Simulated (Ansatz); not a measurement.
## Single-point calculation, with input and output: Al

- system: Al (3 atoms in the cell)
- method: DFT, PBE, PAW with Ansatz's default frozen-core files, scalar-relativistic, no spin polarisation (Ansatz 0.2.0)

It belongs to a series of runs on one base structure; here: bulk in the slab's orientation, PAW files. Figures and captions count atoms from 1; the log counts them from 0 in places.

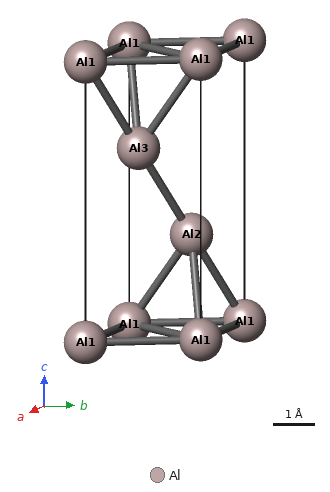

The structure (ball-and-stick view of the cell of the calculation, seen slightly off an axis; atoms are numbered from 1 in the order of the input). Near neighbours in the crystal (not all of them lie inside the picture): Al has 12 Al at 2.86 Å.

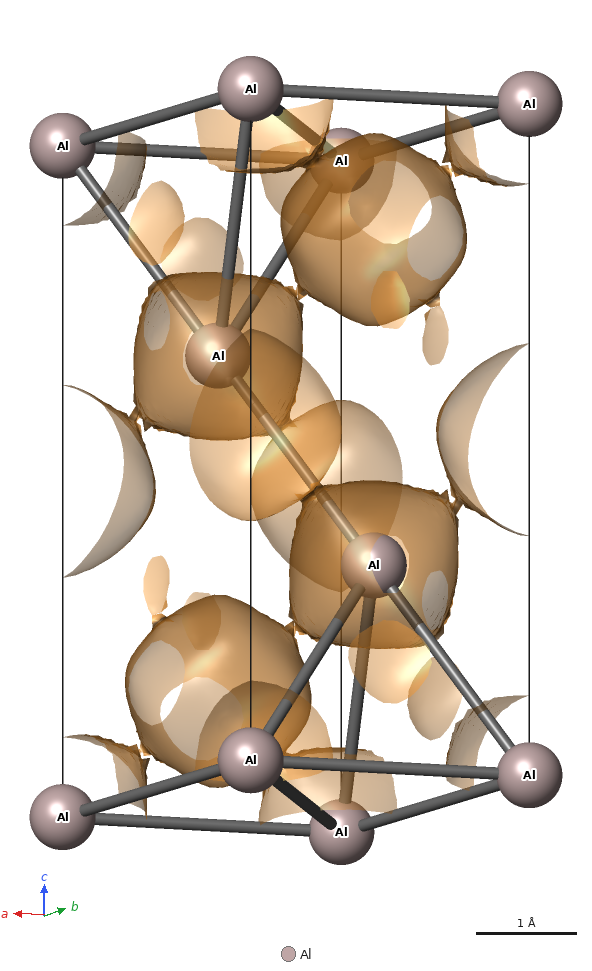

Isosurface of the electron localisation function at 0.5 (orange), seen at an oblique angle. Only the valence region is drawn (cores and ρ < 0.01 e/Å³ removed). Sticks mark near contacts. The outline is the calculation cell. Along the contacts the grid gives the following. Al–Al (2.86 Å): the ELF peaks at about 0.65 between the atoms. Core electrons are frozen (PAW), so the fields are smoothed inside the atomic spheres.

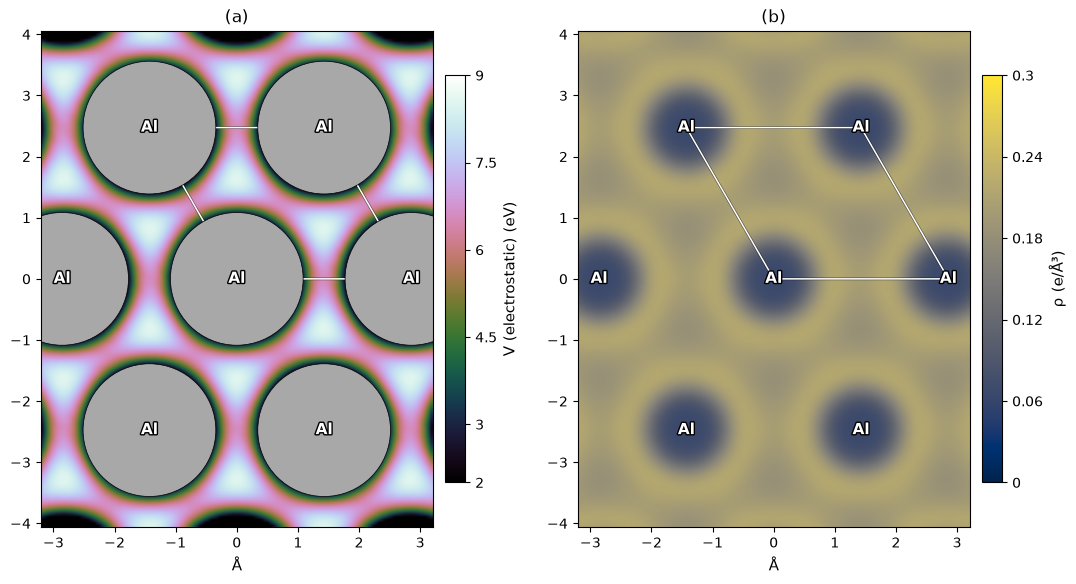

(a) electrostatic potential (local pseudopotential plus Hartree) felt by an electron; (b) valence pseudo-density on the (001) plane of the calculation cell. Grey discs, where drawn, cover atomic cores. Al–Al (2.86 Å): the density is about 0.2 e/Å³ at the midpoint. Away from the nuclei the density in this plane falls to 0.18 e/Å³ at its lowest. Outside the cores the potential energy rises away from the atoms and is highest about 1.6 Å from the nearest atoms; outside the discs it spans about 6 eV, and its zero is arbitrary.

The input and output of the run follow.

Input file
```yaml
crystal:
  lattice:
    - [0.0, 2.020547281, -2.020547281]
    - [-2.020547281, 0.0, 2.020547281]
    - [4.041094562, 4.041094562, 4.041094562]
  atoms:
    - { symbol: Al, position: [0.0, 0.0, 0.0] }
    - { symbol: Al, position: [0.333333333, 0.666666667, 0.333333333] }
    - { symbol: Al, position: [0.666666667, 0.333333333, 0.666666667] }
kpoints:
  mp_grid: { grid: [16, 16, 6] }
scf:
  occupations: { method: fermi_dirac, width: 0.08 }
hamiltonian:
  xc: pbe
  pseudopotentials: { kind: paw }
output:
  forces: true
  stress: true
  eigenvalues: true
  write_density: true
  write_potential: true
  elf: true
  volumetric_format: npy
```

Run as:
```bash
ansatz run input.yaml --threads 1 --pin off --max-ram 3584MiB --backend cpu --events-out ev --progress --plain --runs-dir out
```

The program's output
```
Engine: ansatz 0.2.0, aarch64-unknown-linux-gnu
Pseudopotentials: kind: paw
Pseudopotential: Al, paw, valence charge 3, recommended cutoff 420 eV (normal), Al.paw.azcp
Functional definition: PBE
  parameter kappa = 0.804
  parameter beta = 0.06672455060314922
  exchange = pbe_x(kappa = kappa, mu = beta*pi^2/3)
  correlation = pbe_c(beta = beta)
Crystal: 3 atoms, lattice volume = 49.495 Å³
Basis set: ecut = 420 eV, 959 PW (Γ), exchange–correlation on 40×40×96 points (8 copies of the dense FFT grid, shifted against one another)
Bands: 9, of which v1, the nominal top of the filled ones, is band 5 counted from 1 (4 counted from 0)
Symmetry: 36 space group operations
Space group: Fm-3m (ITA 225), of the structure as read, at distance tolerance 3.7e-5 Å
k-points: 162 of 1536
Non-local potential: Al, projectors of the file, l = 0: 2, l = 1: 2, l = 2: 1
PAW form: soft (Blöchl's): semilocal exchange-correlation on the pseudo side does not see the compensation charge
PAW one-centre angular grid: Al, 110 points (default); XC on 64 Gauss nodes
Initial density: superposition of atomic densities (neutral atoms: chi_scale 0, normalization atom), corrected by the library's trained network
Initial wavefunctions: pseudopotential atomic-orbital guess
Functional: x = pbe(κ = 0.804, μ = 0.2195149727645171), c = pbe(β = 0.06672455060314922)
SCF iter   1: F=—  HF=-1612.528541 eV  |F-HF|=—  |Δ(HF+E_count)|=         —  Δρ=4.65e-4  dr2=3.06e-5  ethr=1.77e-3  ⟨swp⟩=5.8  Hψ=11535  notcnv=0
preconditioner: auto → none  [metal: Δε(μ)=0.039 eV  Ē_g=8.162 eV  σ=0.080 eV  W_gap=0.12  n_scr=4 (ndim 8)  ℏωp=15.8 eV  f_vac=0.000  D(μ)=1.10/eV (n_scr^D=4)  sad-step TF]
SCF iter   2: F=—  HF=-1612.528693 eV  |F-HF|=—  |Δ(HF+E_count)|=   1.52e-4  Δρ=2.63e-4  dr2=1.12e-5  ethr=3.41e-7  ⟨swp⟩=2.2  Hψ=3369  notcnv=0  defer=1
SCF iter   3: F=—  HF=-1612.528726 eV  |F-HF|=—  |Δ(HF+E_count)|=   3.21e-5  Δρ=1.76e-5  dr2=1.19e-7  ethr=1.25e-7  ⟨swp⟩=2.0  Hψ=2142  notcnv=0  defer=1
iter 4 did not close the SCF: its close was put off for the readings that it lacked (scf_convergence_deferred on its scf_iter line)
SCF iter   4: F=-1612.528725 eV  HF=-1612.528725 eV  |F-HF|=8.73e-11  |Δ(HF+E_count)|=   3.74e-8  Δρ=5.97e-6  dr2=1.06e-8  ethr=1.32e-9  ⟨swp⟩=2.0  Hψ=2143  notcnv=0  defer=1
iter 5 did not close the SCF: its close was put off for the readings that it lacked (scf_convergence_deferred on its scf_iter line)
SCF iter   5: F=-1612.528725 eV  HF=-1612.528725 eV  |F-HF|=4.68e-11  |Δ(HF+E_count)|=   1.01e-9  Δρ=4.28e-7  dr2=1.03e-10  ethr=1.17e-10  ⟨swp⟩=2.5  Hψ=2163  notcnv=0  defer=1
SCF iter   6: F=-1612.528725 eV  HF=-1612.528725 eV  |F-HF|=6.82e-13  |Δ(HF+E_count)|=  4.09e-11  Δρ=6.84e-8  dr2=2.73e-12  ethr=1.14e-12  ⟨swp⟩=3.8  Hψ=6076  notcnv=0
SCF 1 converged in 6 iterations: F = -1612.528725 eV  dr2 = 2.73e-12
  greatest PAW one-centre occupation: 0.446 electrons in one spin orbital (limit 2), on the Al atom at site 2 (counted from 0), in its partial waves of l = 0
SCF converged after 6 iterations
Free energy (F): -1612.528725 eV
Harris-Foulkes:  -1612.528725 eV  (|F-HF|=6.82e-13)
Internal energy: -1612.505486 eV  (E = F + TS)
E sigma→0 (E₀):  -1612.517106 eV
Entropy (-TS):   -0.023239 eV (-7.746 meV/atom)
Fermi energy:    7.961250 eV
--- Per-component energies (eV) ---
  E_band       = 31.713001
  E_kinetic    = 68.294340
  E_local      = 29.700328  (includes V_loc(G=0)·N_el)
  E_nonlocal   = 30.941417
  E_hartree    = 0.311030
  E_xc         = -119.193998
  E_vxc        = -86.869537  (∫ρ·V_xc dr)
  E_paw        = -1402.005667  (= ΣΔE_a)
  E_vpaw       = -10.975602  (= ΣTr[D̂ρ^β])
  E_aug_tail   = -0.000007  (compensation charges beyond the density's cutoff)
  E_ewald      = -220.552929
  E_smearing   = -0.023239  (= −TS)
  E_closure    = -0.000000  (closes the sum)
  Σ components = -1612.528725   (vs F -1612.528725, Δ=0.00e0)
--- Forces (eV/Å), atoms counted from 1 ---
  atom   1  Al     0.00000000     0.00000000     0.00000000
  atom   2  Al     0.00000000     0.00000000     0.00000000
  atom   3  Al    -0.00000000     0.00000000     0.00000000
  max |Σ_I F_I| component: 1.25e-27 eV/Å
--- Stress (GPa, compression-positive) ---
       -0.028268       0.178884       0.178884
        0.178884      -0.028268       0.178884
        0.178884       0.178884      -0.028268
  P = ⅓ Tr σ = -0.0283 GPa (-0.283 kbar)
--- Band table (eV; the first three rows and the last of 162) ---
  k-point 0: bands = ["-3.1826", "-0.1941", "-0.1941", "8.4385", "8.4385", "18.6844", "18.6844", "18.6844", "18.6844"]
  k-point 1: bands = ["-3.0987", "-1.1007", "0.8699", "6.6412", "10.3666", "18.7407", "18.7407", "18.7654", "18.7654"]
  k-point 2: bands = ["-2.8474", "-1.8467", "2.0873", "4.9827", "12.4159", "16.7951", "18.9318", "18.9318", "18.9852"]
  k-point 161: bands = ["4.4208", "4.4208", "5.6944", "5.8604", "5.8604", "5.9527", "10.0425", "10.6816", "11.4281"]
```

File rho_z.tsv
```
# z_ang	rho[e/angstrom^3]
# format = ansatz-planar-average/11
# lattice	0.000000000	2.020547281	-2.020547281
# lattice	-2.020547281	0.000000000	2.020547281
# lattice	4.041094562	4.041094562	4.041094562
# sites	3
# site	13	0.000000000	0.000000000	0.000000000
# site	13	0.000000000	2.020547281	2.020547281
# site	13	2.020547281	4.041094562	2.020547281
0.000000	1.806403e-1
0.145820	1.808196e-1
0.291641	1.815085e-1
0.437461	1.829421e-1
0.583282	1.844396e-1
0.729102	1.843750e-1
0.874923	1.821544e-1
1.020743	1.792145e-1
1.166564	1.778571e-1
1.312384	1.792145e-1
1.458204	1.821544e-1
1.604025	1.843750e-1
1.749845	1.844396e-1
1.895666	1.829421e-1
2.041486	1.815085e-1
2.187307	1.808196e-1
2.333127	1.806403e-1
2.478947	1.808196e-1
2.624768	1.815085e-1
2.770588	1.829421e-1
2.916409	1.844396e-1
3.062229	1.843750e-1
3.208050	1.821544e-1
3.353870	1.792145e-1
3.499691	1.778571e-1
3.645511	1.792145e-1
3.791331	1.821544e-1
3.937152	1.843750e-1
4.082972	1.844396e-1
4.228793	1.829421e-1
4.374613	1.815085e-1
4.520434	1.808196e-1
4.666254	1.806403e-1
4.812075	1.808196e-1
4.957895	1.815085e-1
5.103715	1.829421e-1
5.249536	1.844396e-1
5.395356	1.843750e-1
5.541177	1.821544e-1
5.686997	1.792145e-1
5.832818	1.778571e-1
5.978638	1.792145e-1
6.124458	1.821544e-1
6.270279	1.843750e-1
6.416099	1.844396e-1
6.561920	1.829421e-1
6.707740	1.815085e-1
6.853561	1.808196e-1
```

File v_z.tsv
```
# z_ang	v_es[eV]	v_tot[eV]
# format = ansatz-planar-average/11
# xc	pbe
# density_cutoff_ev	1680
# datasets	Al=:simpson_from_first_knot:soft
# lattice	0.000000000	2.020547281	-2.020547281
# lattice	-2.020547281	0.000000000	2.020547281
# lattice	4.041094562	4.041094562	4.041094562
# sites	3
# site	13	0.000000000	0.000000000	0.000000000
# site	13	0.000000000	2.020547281	2.020547281
# site	13	2.020547281	4.041094562	2.020547281
0.000000	5.242341e-1	-1.068080e1
0.145820	5.866401e-1	-1.050815e1
0.291641	8.123731e-1	-9.943363e0
0.437461	1.367997e0	-8.854789e0
0.583282	2.496670e0	-7.182768e0
0.729102	4.178762e0	-5.267259e0
0.874923	5.909827e0	-3.498949e0
1.020743	7.065206e0	-2.277692e0
1.166564	7.433675e0	-1.886394e0
1.312384	7.065206e0	-2.277692e0
1.458204	5.909827e0	-3.498949e0
1.604025	4.178762e0	-5.267259e0
1.749845	2.496670e0	-7.182768e0
1.895666	1.367997e0	-8.854789e0
2.041486	8.123731e-1	-9.943363e0
2.187307	5.866401e-1	-1.050815e1
2.333127	5.242341e-1	-1.068080e1
2.478947	5.866401e-1	-1.050815e1
2.624768	8.123731e-1	-9.943363e0
2.770588	1.367997e0	-8.854789e0
2.916409	2.496670e0	-7.182768e0
3.062229	4.178762e0	-5.267259e0
3.208050	5.909827e0	-3.498949e0
3.353870	7.065206e0	-2.277692e0
3.499691	7.433675e0	-1.886394e0
3.645511	7.065206e0	-2.277692e0
3.791331	5.909827e0	-3.498949e0
3.937152	4.178762e0	-5.267259e0
4.082972	2.496670e0	-7.182768e0
4.228793	1.367997e0	-8.854789e0
4.374613	8.123731e-1	-9.943363e0
4.520434	5.866401e-1	-1.050815e1
4.666254	5.242341e-1	-1.068080e1
4.812075	5.866401e-1	-1.050815e1
4.957895	8.123731e-1	-9.943363e0
5.103715	1.367997e0	-8.854789e0
5.249536	2.496670e0	-7.182768e0
5.395356	4.178762e0	-5.267259e0
5.541177	5.909827e0	-3.498949e0
5.686997	7.065206e0	-2.277692e0
5.832818	7.433675e0	-1.886394e0
5.978638	7.065206e0	-2.277692e0
6.124458	5.909827e0	-3.498949e0
6.270279	4.178762e0	-5.267259e0
6.416099	2.496670e0	-7.182768e0
6.561920	1.367997e0	-8.854789e0
6.707740	8.123731e-1	-9.943363e0
6.853561	5.866401e-1	-1.050815e1
```

Key numbers

```tsv
quantity	value
outcome	converged
space group (tolerance 0.01 Å)	Fm-3m (225)
electrons treated	9
free energy	−1612.5287 eV
Fermi energy	7.961 eV
pressure	−0.03 GPa
largest force (length of the vector)	under 0.001 eV/Å
hardware	1 thread of Arm Neoverse V1, 24 GiB of memory available, shared host
wall time	5.2 s
peak memory	0.34 GiB
```
